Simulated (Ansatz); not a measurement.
Run report: Al96N96, geometry relaxation (part 3 of 4)

The same run, continued: Al96N96 (192 atoms in the cell); DFT, PBEsol, PAW, plane waves (Ansatz 0.2.0); cutoff 420 eV, 1×1×1 k-mesh, Fermi–Dirac smearing of 0.01 eV. The structure was built on a prototype by a generator.

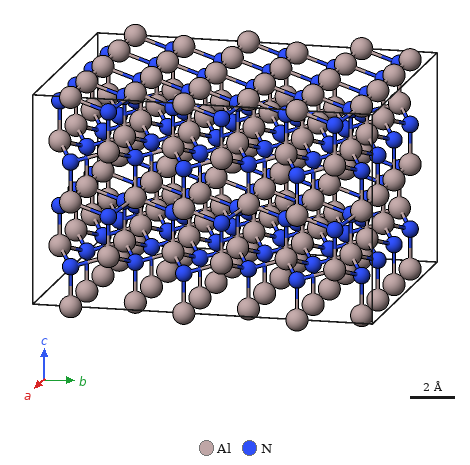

Fig. 1: The input geometry (ball-and-stick view of the cell of the calculation, seen slightly off an axis).

Output, continued:
```
--- Relaxed structure (2 steps of the walk, 2 accepted, 1 SCFs on fresh bases) ---
  F+E_penalty+E_count = -86972.52053031 eV   max|allowed force component| = 7.942e-3 eV/Å   (the final SCF, on the basis selected at the relaxed cell)
  cell:  # Å, volume = 2008.7887 Å³
    - [12.443960439304389, -1.403697946572525e-129, 1.8655669340053658e-129]
    - [-1.8234570592182412e-129, 16.190796365706433, 0.0]
    - [1.492879795124914e-129, 0.0, 9.970281360866808]
  atoms:
    - { symbol: Al, position: [0.12499999999999999, 0.055530512678314145, 0.24852952834277167] }
    - { symbol: Al, position: [0.12499999999999999, 0.055530512678314145, 0.7485295283427716] }
    - { symbol: Al, position: [-6.8790574914030156e-37, 0.2221971793449808, 0.24852952834277167] }
    - { symbol: Al, position: [1.889224081785316e-36, 0.2221971793449808, 0.7485295283427716] }
    - { symbol: Al, position: [0.37499999999999994, 0.055530512678314145, 0.24852952834277167] }
    - { symbol: Al, position: [0.37499999999999994, 0.055530512678314145, 0.7485295283427716] }
    - { symbol: Al, position: [0.24999999999999997, 0.2221971793449808, 0.24852952834277167] }
    - { symbol: Al, position: [0.24999999999999997, 0.2221971793449808, 0.7485295283427716] }
    - { symbol: Al, position: [0.12499999999999999, 0.38886384601164736, 0.24852952834277167] }
    - { symbol: Al, position: [0.12499999999999999, 0.38886384601164736, 0.7485295283427716] }
    - { symbol: Al, position: [-2.620753122334514e-36, 0.555530512678314, 0.24852952834277167] }
    - { symbol: Al, position: [-2.620753122334514e-36, 0.555530512678314, 0.7485295283427716] }
    - { symbol: Al, position: [0.6249999999999999, 0.055530512678314145, 0.24852952834277167] }
    - { symbol: Al, position: [0.6249999999999999, 0.055530512678314145, 0.7485295283427716] }
    - { symbol: Al, position: [0.49999999999999994, 0.2221971793449808, 0.24852952834277167] }
    - { symbol: Al, position: [0.49999999999999994, 0.2221971793449808, 0.7485295283427716] }
    - { symbol: Al, position: [0.37499999999999994, 0.38886384601164736, 0.24852952834277167] }
    - { symbol: Al, position: [0.37499999999999994, 0.38886384601164736, 0.7485295283427716] }
    - { symbol: Al, position: [0.24999999999999997, 0.555530512678314, 0.24852952834277167] }
    - { symbol: Al, position: [0.24999999999999997, 0.555530512678314, 0.7485295283427716] }
    - { symbol: Al, position: [0.12499999999999999, 0.7221971793449807, 0.24852952834277167] }
    - { symbol: Al, position: [0.12499999999999999, 0.7221971793449807, 0.7485295283427716] }
    - { symbol: Al, position: [6.8119447353893256e-37, 0.8888638460116475, 0.24852952834277167] }
    - { symbol: Al, position: [6.8119447353893256e-37, 0.8888638460116475, 0.7485295283427716] }
    - { symbol: Al, position: [0.8749999999999999, 0.055530512678314145, 0.24852952834277167] }
    - { symbol: Al, position: [0.8749999999999999, 0.055530512678314145, 0.7485295283427716] }
    - { symbol: Al, position: [0.7499999999999999, 0.2221971793449808, 0.24852952834277167] }
    - { symbol: Al, position: [0.7499999999999999, 0.2221971793449808, 0.7485295283427716] }
    - { symbol: Al, position: [0.6249999999999999, 0.38886384601164736, 0.24852952834277167] }
    - { symbol: Al, position: [0.6249999999999999, 0.38886384601164736, 0.7485295283427716] }
    - { symbol: Al, position: [0.49999999999999994, 0.555530512678314, 0.24852952834277167] }
    - { symbol: Al, position: [0.49999999999999994, 0.555530512678314, 0.7485295283427716] }
    - { symbol: Al, position: [0.37499999999999994, 0.7221971793449807, 0.24852952834277167] }
    - { symbol: Al, position: [0.37499999999999994, 0.7221971793449807, 0.7485295283427716] }
    - { symbol: Al, position: [0.24999999999999997, 0.8888638460116475, 0.24852952834277167] }
    - { symbol: Al, position: [0.24999999999999997, 0.8888638460116475, 0.7485295283427716] }
    - { symbol: Al, position: [0.8749999999999999, 0.38886384601164736, 0.24852952834277167] }
    - { symbol: Al, position: [0.8749999999999999, 0.38886384601164736, 0.7485295283427716] }
    - { symbol: Al, position: [0.7499999999999999, 0.555530512678314, 0.24852952834277167] }
    - { symbol: Al, position: [0.7499999999999999, 0.555530512678314, 0.7485295283427716] }
    - { symbol: Al, position: [0.6249999999999999, 0.7221971793449807, 0.24852952834277167] }
    - { symbol: Al, position: [0.6249999999999999, 0.7221971793449807, 0.7485295283427716] }
    - { symbol: Al, position: [0.49999999999999994, 0.8888638460116475, 0.24852952834277167] }
    - { symbol: Al, position: [0.49999999999999994, 0.8888638460116475, 0.7485295283427716] }
    - { symbol: Al, position: [0.8749999999999999, 0.7221971793449807, 0.24852952834277167] }
    - { symbol: Al, position: [0.8749999999999999, 0.7221971793449807, 0.7485295283427716] }
    - { symbol: Al, position: [0.7499999999999999, 0.8888638460116475, 0.24852952834277167] }
    - { symbol: Al, position: [0.7499999999999999, 0.8888638460116475, 0.7485295283427716] }
    - { symbol: Al, position: [1.6476181601360393e-36, 0.11113615398835253, 0.4985295283427716] }
    - { symbol: Al, position: [3.691201580752834e-38, 0.11113615398835253, 0.9985295283427718] }
    - { symbol: Al, position: [0.24999999999999997, 0.11113615398835253, 0.4985295283427716] }
    - { symbol: Al, position: [0.24999999999999997, 0.11113615398835253, 0.9985295283427718] }
    - { symbol: Al, position: [0.12499999999999999, 0.27780282065501916, 0.4985295283427716] }
    - { symbol: Al, position: [0.12499999999999999, 0.27780282065501916, 0.9985295283427718] }
    - { symbol: Al, position: [2.6945771539495708e-36, 0.44446948732168584, 0.4985295283427716] }
    - { symbol: Al, position: [7.848836815800805e-36, 0.44446948732168584, 0.9985295283427718] }
    - { symbol: Al, position: [0.49999999999999994, 0.11113615398835253, 0.4985295283427716] }
    - { symbol: Al, position: [0.49999999999999994, 0.11113615398835253, 0.9985295283427718] }
    - { symbol: Al, position: [0.37499999999999994, 0.27780282065501916, 0.4985295283427716] }
    - { symbol: Al, position: [0.37499999999999994, 0.27780282065501916, 0.9985295283427718] }
    - { symbol: Al, position: [0.24999999999999997, 0.44446948732168584, 0.4985295283427716] }
    - { symbol: Al, position: [0.24999999999999997, 0.44446948732168584, 0.9985295283427718] }
    - { symbol: Al, position: [0.12499999999999999, 0.6111361539883523, 0.4985295283427716] }
    - { symbol: Al, position: [0.12499999999999999, 0.6111361539883523, 0.9985295283427718] }
    - { symbol: Al, position: [-1.8959353573866845e-36, 0.7778028206550192, 0.4985295283427716] }
    - { symbol: Al, position: [-1.5737941285209824e-36, 0.7778028206550192, 0.9985295283427718] }
    - { symbol: Al, position: [0.7499999999999999, 0.11113615398835253, 0.4985295283427716] }
    - { symbol: Al, position: [0.7499999999999999, 0.11113615398835253, 0.9985295283427718] }
    - { symbol: Al, position: [0.6249999999999999, 0.27780282065501916, 0.4985295283427716] }
    - { symbol: Al, position: [0.6249999999999999, 0.27780282065501916, 0.9985295283427718] }
    - { symbol: Al, position: [0.49999999999999994, 0.44446948732168584, 0.4985295283427716] }
    - { symbol: Al, position: [0.49999999999999994, 0.44446948732168584, 0.9985295283427718] }
    - { symbol: Al, position: [0.37499999999999994, 0.6111361539883523, 0.4985295283427716] }
    - { symbol: Al, position: [0.37499999999999994, 0.6111361539883523, 0.9985295283427718] }
    - { symbol: Al, position: [0.24999999999999997, 0.7778028206550192, 0.4985295283427716] }
    - { symbol: Al, position: [0.24999999999999997, 0.7778028206550192, 0.9985295283427718] }
    - { symbol: Al, position: [0.12499999999999999, 0.9444694873216858, 0.4985295283427716] }
    - { symbol: Al, position: [0.12499999999999999, 0.9444694873216858, 0.9985295283427718] }
    - { symbol: Al, position: [0.8749999999999999, 0.27780282065501916, 0.4985295283427716] }
    - { symbol: Al, position: [0.8749999999999999, 0.27780282065501916, 0.9985295283427718] }
    - { symbol: Al, position: [0.7499999999999999, 0.44446948732168584, 0.4985295283427716] }
    - { symbol: Al, position: [0.7499999999999999, 0.44446948732168584, 0.9985295283427718] }
    - { symbol: Al, position: [0.6249999999999999, 0.6111361539883523, 0.4985295283427716] }
    - { symbol: Al, position: [0.6249999999999999, 0.6111361539883523, 0.9985295283427718] }
    - { symbol: Al, position: [0.49999999999999994, 0.7778028206550192, 0.4985295283427716] }
    - { symbol: Al, position: [0.49999999999999994, 0.7778028206550192, 0.9985295283427718] }
    - { symbol: Al, position: [0.37499999999999994, 0.9444694873216858, 0.4985295283427716] }
    - { symbol: Al, position: [0.37499999999999994, 0.9444694873216858, 0.9985295283427718] }
    - { symbol: Al, position: [0.8749999999999999, 0.6111361539883523, 0.4985295283427716] }
    - { symbol: Al, position: [0.8749999999999999, 0.6111361539883523, 0.9985295283427718] }
    - { symbol: Al, position: [0.7499999999999999, 0.7778028206550192, 0.4985295283427716] }
    - { symbol: Al, position: [0.7499999999999999, 0.7778028206550192, 0.9985295283427718] }
    - { symbol: Al, position: [0.6249999999999999, 0.9444694873216858, 0.4985295283427716] }
    - { symbol: Al, position: [0.6249999999999999, 0.9444694873216858, 0.9985295283427718] }
    - { symbol: Al, position: [0.8749999999999999, 0.9444694873216858, 0.4985295283427716] }
    - { symbol: Al, position: [0.8749999999999999, 0.9444694873216858, 0.9985295283427718] }
    - { symbol: N, position: [-1.614061782129195e-36, 0.11116651279137513, 0.18947047165722827] }
    - { symbol: N, position: [1.2852092776621243e-36, 0.11116651279137513, 0.6894704716572282] }
    - { symbol: N, position: [0.24999999999999997, 0.11116651279137513, 0.18947047165722827] }
    - { symbol: N, position: [0.24999999999999997, 0.11116651279137513, 0.6894704716572282] }
    - { symbol: N, position: [0.12499999999999999, 0.2778331794580417, 0.18947047165722827] }
    - { symbol: N, position: [0.12499999999999999, 0.2778331794580417, 0.6894704716572282] }
    - { symbol: N, position: [9.228003951882093e-37, 0.4444998461247084, 0.18947047165722827] }
    - { symbol: N, position: [1.0838710096210603e-36, 0.4444998461247084, 0.6894704716572282] }
    - { symbol: N, position: [0.49999999999999994, 0.11116651279137513, 0.18947047165722827] }
    - { symbol: N, position: [0.49999999999999994, 0.11116651279137513, 0.6894704716572282] }
    - { symbol: N, position: [0.37499999999999994, 0.2778331794580417, 0.18947047165722827] }
    - { symbol: N, position: [0.37499999999999994, 0.2778331794580417, 0.6894704716572282] }
    - { symbol: N, position: [0.24999999999999997, 0.4444998461247084, 0.18947047165722827] }
    - { symbol: N, position: [0.24999999999999997, 0.4444998461247084, 0.6894704716572282] }
    - { symbol: N, position: [0.12499999999999999, 0.611166512791375, 0.18947047165722827] }
    - { symbol: N, position: [0.12499999999999999, 0.611166512791375, 0.6894704716572282] }
    - { symbol: N, position: [1.4060122384867625e-36, 0.7778331794580419, 0.18947047165722827] }
    - { symbol: N, position: [9.228003951882093e-37, 0.7778331794580419, 0.6894704716572282] }
    - { symbol: N, position: [0.7499999999999999, 0.11116651279137513, 0.18947047165722827] }
    - { symbol: N, position: [0.7499999999999999, 0.11116651279137513, 0.6894704716572282] }
    - { symbol: N, position: [0.6249999999999999, 0.2778331794580417, 0.18947047165722827] }
    - { symbol: N, position: [0.6249999999999999, 0.2778331794580417, 0.6894704716572282] }
    - { symbol: N, position: [0.49999999999999994, 0.4444998461247084, 0.18947047165722827] }
    - { symbol: N, position: [0.49999999999999994, 0.4444998461247084, 0.6894704716572282] }
    - { symbol: N, position: [0.37499999999999994, 0.611166512791375, 0.18947047165722827] }
    - { symbol: N, position: [0.37499999999999994, 0.611166512791375, 0.6894704716572282] }
    - { symbol: N, position: [0.24999999999999997, 0.7778331794580419, 0.18947047165722827] }
    - { symbol: N, position: [0.24999999999999997, 0.7778331794580419, 0.6894704716572282] }
    - { symbol: N, position: [0.12499999999999999, 0.9444998461247084, 0.18947047165722827] }
    - { symbol: N, position: [0.12499999999999999, 0.9444998461247084, 0.6894704716572282] }
    - { symbol: N, position: [0.8749999999999999, 0.2778331794580417, 0.18947047165722827] }
    - { symbol: N, position: [0.8749999999999999, 0.2778331794580417, 0.6894704716572282] }
    - { symbol: N, position: [0.7499999999999999, 0.4444998461247084, 0.18947047165722827] }
    - { symbol: N, position: [0.7499999999999999, 0.4444998461247084, 0.6894704716572282] }
    - { symbol: N, position: [0.6249999999999999, 0.611166512791375, 0.18947047165722827] }
    - { symbol: N, position: [0.6249999999999999, 0.611166512791375, 0.6894704716572282] }
    - { symbol: N, position: [0.49999999999999994, 0.7778331794580419, 0.18947047165722827] }
    - { symbol: N, position: [0.49999999999999994, 0.7778331794580419, 0.6894704716572282] }
    - { symbol: N, position: [0.37499999999999994, 0.9444998461247084, 0.18947047165722827] }
    - { symbol: N, position: [0.37499999999999994, 0.9444998461247084, 0.6894704716572282] }
    - { symbol: N, position: [0.8749999999999999, 0.611166512791375, 0.18947047165722827] }
    - { symbol: N, position: [0.8749999999999999, 0.611166512791375, 0.6894704716572282] }
    - { symbol: N, position: [0.7499999999999999, 0.7778331794580419, 0.18947047165722827] }
    - { symbol: N, position: [0.7499999999999999, 0.7778331794580419, 0.6894704716572282] }
    - { symbol: N, position: [0.6249999999999999, 0.9444998461247084, 0.18947047165722827] }
    - { symbol: N, position: [0.6249999999999999, 0.9444998461247084, 0.6894704716572282] }
    - { symbol: N, position: [0.8749999999999999, 0.9444998461247084, 0.18947047165722827] }
    - { symbol: N, position: [0.8749999999999999, 0.9444998461247084, 0.6894704716572282] }
    - { symbol: N, position: [0.12499999999999999, 0.055500153875291544, 0.43947047165722825] }
    - { symbol: N, position: [0.12499999999999999, 0.055500153875291544, 0.9394704716572282] }
    - { symbol: N, position: [-1.3321882068717057e-36, 0.22216682054195816, 0.43947047165722825] }
    - { symbol: N, position: [2.8556477683824225e-36, 0.22216682054195816, 0.9394704716572282] }
    - { symbol: N, position: [0.37499999999999994, 0.055500153875291544, 0.43947047165722825] }
    - { symbol: N, position: [0.37499999999999994, 0.055500153875291544, 0.9394704716572282] }
    - { symbol: N, position: [0.24999999999999997, 0.22216682054195816, 0.43947047165722825] }
    - { symbol: N, position: [0.24999999999999997, 0.22216682054195816, 0.9394704716572282] }
    - { symbol: N, position: [0.12499999999999999, 0.3888334872086248, 0.43947047165722825] }
    - { symbol: N, position: [0.12499999999999999, 0.3888334872086248, 0.9394704716572282] }
    - { symbol: N, position: [7.61729780755358e-37, 0.5555001538752914, 0.43947047165722825] }
    - { symbol: N, position: [1.889224081785316e-36, 0.5555001538752914, 0.9394704716572282] }
    - { symbol: N, position: [0.6249999999999999, 0.055500153875291544, 0.43947047165722825] }
    - { symbol: N, position: [0.6249999999999999, 0.055500153875291544, 0.9394704716572282] }
    - { symbol: N, position: [0.49999999999999994, 0.22216682054195816, 0.43947047165722825] }
    - { symbol: N, position: [0.49999999999999994, 0.22216682054195816, 0.9394704716572282] }
    - { symbol: N, position: [0.37499999999999994, 0.3888334872086248, 0.43947047165722825] }
    - { symbol: N, position: [0.37499999999999994, 0.3888334872086248, 0.9394704716572282] }
    - { symbol: N, position: [0.24999999999999997, 0.5555001538752914, 0.43947047165722825] }
    - { symbol: N, position: [0.24999999999999997, 0.5555001538752914, 0.9394704716572282] }
    - { symbol: N, position: [0.12499999999999999, 0.7221668205419581, 0.43947047165722825] }
    - { symbol: N, position: [0.12499999999999999, 0.7221668205419581, 0.9394704716572282] }
    - { symbol: N, position: [-2.2180765862523865e-36, 0.8888334872086249, 0.43947047165722825] }
    - { symbol: N, position: [-1.5737941285209824e-36, 0.8888334872086249, 0.9394704716572282] }
    - { symbol: N, position: [0.8749999999999999, 0.055500153875291544, 0.43947047165722825] }
    - { symbol: N, position: [0.8749999999999999, 0.055500153875291544, 0.9394704716572282] }
    - { symbol: N, position: [0.7499999999999999, 0.22216682054195816, 0.43947047165722825] }
    - { symbol: N, position: [0.7499999999999999, 0.22216682054195816, 0.9394704716572282] }
    - { symbol: N, position: [0.6249999999999999, 0.3888334872086248, 0.43947047165722825] }
    - { symbol: N, position: [0.6249999999999999, 0.3888334872086248, 0.9394704716572282] }
    - { symbol: N, position: [0.49999999999999994, 0.5555001538752914, 0.43947047165722825] }
    - { symbol: N, position: [0.49999999999999994, 0.5555001538752914, 0.9394704716572282] }
    - { symbol: N, position: [0.37499999999999994, 0.7221668205419581, 0.43947047165722825] }
    - { symbol: N, position: [0.37499999999999994, 0.7221668205419581, 0.9394704716572282] }
    - { symbol: N, position: [0.24999999999999997, 0.8888334872086249, 0.43947047165722825] }
    - { symbol: N, position: [0.24999999999999997, 0.8888334872086249, 0.9394704716572282] }
    - { symbol: N, position: [0.8749999999999999, 0.3888334872086248, 0.43947047165722825] }
    - { symbol: N, position: [0.8749999999999999, 0.3888334872086248, 0.9394704716572282] }
    - { symbol: N, position: [0.7499999999999999, 0.5555001538752914, 0.43947047165722825] }
    - { symbol: N, position: [0.7499999999999999, 0.5555001538752914, 0.9394704716572282] }
    - { symbol: N, position: [0.6249999999999999, 0.7221668205419581, 0.43947047165722825] }
    - { symbol: N, position: [0.6249999999999999, 0.7221668205419581, 0.9394704716572282] }
    - { symbol: N, position: [0.49999999999999994, 0.8888334872086249, 0.43947047165722825] }
    - { symbol: N, position: [0.49999999999999994, 0.8888334872086249, 0.9394704716572282] }
    - { symbol: N, position: [0.8749999999999999, 0.7221668205419581, 0.43947047165722825] }
    - { symbol: N, position: [0.8749999999999999, 0.7221668205419581, 0.9394704716572282] }
    - { symbol: N, position: [0.7499999999999999, 0.8888334872086249, 0.43947047165722825] }
    - { symbol: N, position: [0.7499999999999999, 0.8888334872086249, 0.9394704716572282] }
--- Löwdin populations: 192 sites ---
  site symbol       q [e]
     0     Al      1.9258
     1     Al      1.9258
     2     Al      1.9258
     3     Al      1.9258
     4     Al      1.9258
     5     Al      1.9258
     6     Al      1.9258
     7     Al      1.9258
     8     Al      1.9258
     9     Al      1.9258
    10     Al      1.9258
    11     Al      1.9258
    12     Al      1.9258
    13     Al      1.9258
    14     Al      1.9258
    15     Al      1.9258
    16     Al      1.9258
    17     Al      1.9258
    18     Al      1.9258
    19     Al      1.9258
    20     Al      1.9258
    21     Al      1.9258
    22     Al      1.9258
    23     Al      1.9258
    24     Al      1.9258
    25     Al      1.9258
    26     Al      1.9258
    27     Al      1.9258
    28     Al      1.9258
    29     Al      1.9258
    30     Al      1.9258
    31     Al      1.9258
    32     Al      1.9258
    33     Al      1.9258
    34     Al      1.9258
    35     Al      1.9258
    36     Al      1.9258
    37     Al      1.9258
    38     Al      1.9258
    39     Al      1.9258
    40     Al      1.9258
    41     Al      1.9258
    42     Al      1.9258
    43     Al      1.9258
    44     Al      1.9258
    45     Al      1.9258
    46     Al      1.9258
    47     Al      1.9258
    48     Al      1.9258
    49     Al      1.9258
    50     Al      1.9258
    51     Al      1.9258
    52     Al      1.9258
    53     Al      1.9258
    54     Al      1.9258
    55     Al      1.9258
    56     Al      1.9258
    57     Al      1.9258
    58     Al      1.9258
    59     Al      1.9258
    60     Al      1.9258
    61     Al      1.9258
    62     Al      1.9258
    63     Al      1.9258
    64     Al      1.9258
    65     Al      1.9258
    66     Al      1.9258
    67     Al      1.9258
    68     Al      1.9258
    69     Al      1.9258
    70     Al      1.9258
    71     Al      1.9258
    72     Al      1.9258
    73     Al      1.9258
    74     Al      1.9258
    75     Al      1.9258
    76     Al      1.9258
    77     Al      1.9258
    78     Al      1.9258
    79     Al      1.9258
    80     Al      1.9258
```
